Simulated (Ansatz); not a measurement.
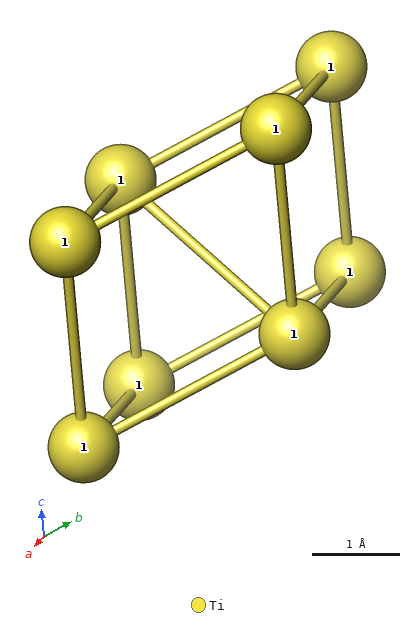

The structure as given in the input (ball-and-stick view of the cell of the calculation, seen slightly off an axis; atoms are numbered from 1 in the order of the input). An atom can appear more than once, as a periodic image.

**Single-point calculation of Ti**

Ti (1 atom in the cell), computed with DFT PBE, scalar-relativistic, plane waves, PAW, no spin polarisation (Ansatz 0.2.0).

The structure derives from an entry of the Crystallography Open Database. It belongs to a series of runs on one base structure; here: band edges of the strained film's bulk. Figures and captions count atoms from 1; the log counts them from 0 in places.

## Log
```
Engine: ansatz 0.2.0, x86_64-unknown-linux-gnu
Pseudopotentials: kind: paw
Pseudopotential: Ti, paw, valence charge 12, recommended cutoff 420 eV (normal), Ti.paw.azcp
Functional definition: PBE
  parameter kappa = 0.804
  parameter beta = 0.06672455060314922
  exchange = pbe_x(kappa = kappa, mu = beta*pi^2/3)
  correlation = pbe_c(beta = beta)
Crystal: 1 atoms, lattice volume = 16.973 Å³
Basis set: ecut = 420 eV, 337 PW (Γ), exchange–correlation on 40×40×40 points (8 copies of the dense FFT grid, shifted against one another)
Bands: 10, of which v1, the nominal top of the filled ones, is band 6 counted from 1 (5 counted from 0)
Symmetry: 4 space group operations
Space group: C2/m (ITA 12), of the structure as read, at distance tolerance 2.6e-5 Å
k-points: 644 of 2366
Non-local potential: Ti, projectors of the file, l = 0: 3, l = 1: 2, l = 2: 3, l = 3: 1
PAW form: soft (Blöchl's): semilocal exchange-correlation on the pseudo side does not see the compensation charge
PAW one-centre angular grid: Ti, 590 points (default); XC on 64 Gauss nodes
Initial density: superposition of atomic densities (neutral atoms: chi_scale 0, normalization atom), corrected by the library's trained network
Initial wavefunctions: pseudopotential atomic-orbital guess
Functional: x = pbe(κ = 0.804, μ = 0.2195149727645171), c = pbe(β = 0.06672455060314922)
SCF iter   1: F=—  HF=-2499.555449 eV  |F-HF|=—  |Δ(HF+E_count)|=         —  Δρ=2.46e-3  dr2=8.17e-4  ethr=1.77e-3  ⟨swp⟩=4.4  Hψ=34232  notcnv=0
preconditioner: auto → none  [metal: Δε(μ)=0.002 eV  Ē_g=4.220 eV  σ=0.100 eV  W_gap=0.01  n_scr=0 (ndim 8)  ℏωp=18.0 eV  f_vac=0.000  D(μ)=2.14/eV (n_scr^D=30)]
SCF iter   2: F=—  HF=-2499.555190 eV  |F-HF|=—  |Δ(HF+E_count)|=   2.59e-4  Δρ=1.11e-3  dr2=9.22e-5  ethr=6.80e-6  ⟨swp⟩=1.7  Hψ=13864  notcnv=0
SCF iter   3: F=—  HF=-2499.555193 eV  |F-HF|=—  |Δ(HF+E_count)|=   3.13e-6  Δρ=4.58e-4  dr2=1.39e-5  ethr=7.68e-7  ⟨swp⟩=2.1  Hψ=9396  notcnv=0
SCF iter   4: F=—  HF=-2499.555203 eV  |F-HF|=—  |Δ(HF+E_count)|=   9.60e-6  Δρ=2.14e-4  dr2=3.23e-6  ethr=1.15e-7  ⟨swp⟩=1.3  Hψ=6825  notcnv=0
SCF iter   5: F=—  HF=-2499.555205 eV  |F-HF|=—  |Δ(HF+E_count)|=   2.18e-6  Δρ=5.11e-5  dr2=1.89e-7  ethr=2.69e-8  ⟨swp⟩=1.6  Hψ=7243  notcnv=0
SCF iter   6: F=-2499.555205 eV  HF=-2499.555205 eV  |F-HF|=1.75e-9  |Δ(HF+E_count)|=   1.40e-7  Δρ=5.49e-6  dr2=1.74e-9  ethr=8.33e-10  ⟨swp⟩=4.5  Hψ=23928  notcnv=0
SCF 1 converged in 6 iterations: F = -2499.555205 eV  dr2 = 1.74e-9
  greatest PAW one-centre occupation: 0.999 electrons in one spin orbital (limit 2), on the Ti atom at site 0 (counted from 0), in its partial waves of l = 0
```

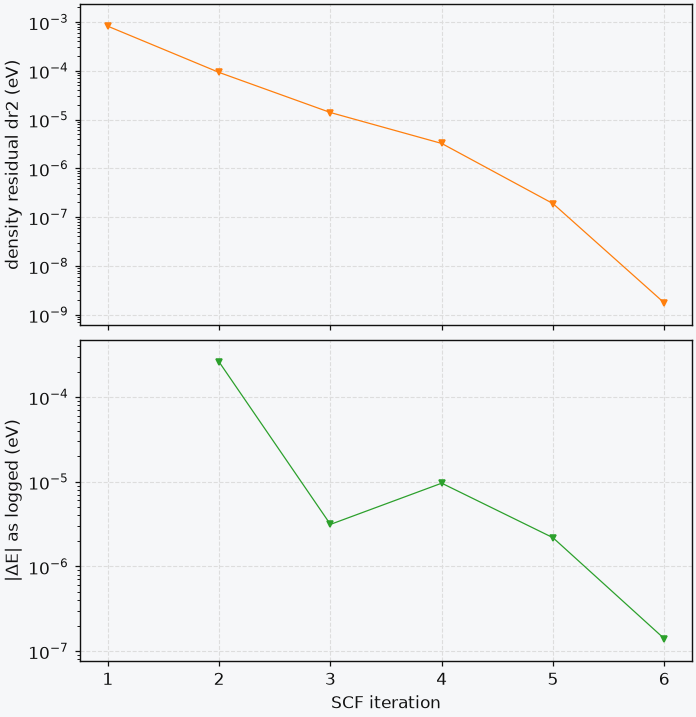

Convergence of the self-consistent field: density residual dr2 and size of the energy change against the SCF iteration. The residual falls at every step.

```
SCF converged after 6 iterations
Free energy (F): -2499.555205 eV
Harris-Foulkes:  -2499.555205 eV  (|F-HF|=1.75e-9)
Internal energy: -2499.544541 eV  (E = F + TS)
E sigma→0 (E₀):  -2499.549873 eV
Entropy (-TS):   -0.010664 eV (-10.664 meV/atom)
Fermi energy:    13.491553 eV
--- Per-component energies (eV) ---
  E_band       = -152.043726
  E_kinetic    = 273.292411
  E_local      = -801.456318  (includes V_loc(G=0)·N_el)
  E_nonlocal   = 8.477142
  E_hartree    = 330.583352
  E_xc         = -97.615526
  E_vxc        = -122.143866  (∫ρ·V_xc dr)
  E_paw        = -1047.886496  (= ΣΔE_a)
  E_vpaw       = -171.379316  (= ΣTr[D̂ρ^β])
  E_aug_tail   = 0.000127  (compensation charges beyond the density's cutoff)
  E_ewald      = -1164.939232
  E_smearing   = -0.010664  (= −TS)
  E_closure    = -0.000000  (closes the sum)
  Σ components = -2499.555205   (vs F -2499.555205, Δ=0.00e0)
--- Forces (eV/Å), atoms counted from 1 ---
  atom   1  Ti     0.00000000     0.00000000     0.00000000
  max |Σ_I F_I| component: 1.23e-32 eV/Å
--- Stress (GPa, compression-positive) ---
        3.045607      -1.028283       0.008276
       -1.028283       2.318501       0.011704
        0.008276       0.011704      -0.001058
  P = ⅓ Tr σ = 1.7877 GPa (17.877 kbar)
--- Band table (eV; the first three rows and the last of 644) ---
  k-point 0: bands = ["-42.9560", "-18.8397", "-18.7963", "-18.7551", "7.5171", "14.3079", "14.3306", "14.8214", "16.2416", "16.4296"]
  k-point 1: bands = ["-42.9500", "-18.8736", "-18.8051", "-18.7554", "7.6828", "14.2414", "14.2827", "14.9372", "16.1867", "16.4388"]
  k-point 2: bands = ["-42.9334", "-18.9677", "-18.8298", "-18.7563", "8.1608", "14.0603", "14.1207", "15.2728", "16.0919", "16.4687"]
  k-point 643: bands = ["-42.7074", "-19.3591", "-19.2731", "-19.2545", "11.3051", "11.3545", "17.2942", "17.4491", "17.6113", "21.6523"]
```

This output came from the following input.

## Input file
```yaml
crystal:
  lattice:
    - [2.7570425491, -1.58e-07, 0.0007848961]
    - [-0.919014332, 2.5993645907, 0.0007848962]
    - [0.9196872694, 1.3006342095, 2.3691399944]
  atoms:
    - { symbol: Ti, position: [0.0, 0.0, 0.0] }
basis:
  ecutwfc: 420
kpoints:
  mp_grid: { grid: [13, 13, 14] }
hamiltonian:
  xc: pbe
scf:
  occupations: { method: gaussian, width: 0.1 }
output:
  forces: true
  stress: true
  eigenvalues: true
```

Launch command:
```bash
ansatz run input.yaml --threads 1 --pin off --max-ram 2560MiB --backend cpu --events-out ev --progress --plain --runs-dir out
```

## Key numbers

| quantity | value |
| --- | --- |
| outcome | converged |
| space group (tolerance 0.01 Å) | Fmmm (69) |
| electrons treated | 12 |
| free energy | −2499.5552 eV |
| Fermi energy | 13.492 eV |
| gap on the k-point mesh | none (metallic) |
| pressure | 1.79 GPa |
| largest force (length of the vector) | under 0.001 eV/Å |
| hardware | 1 thread of Intel Xeon (Sapphire Rapids), 32 GiB of memory available, shared host |
| wall time | 3.9 s |
| peak memory | 0.46 GiB |
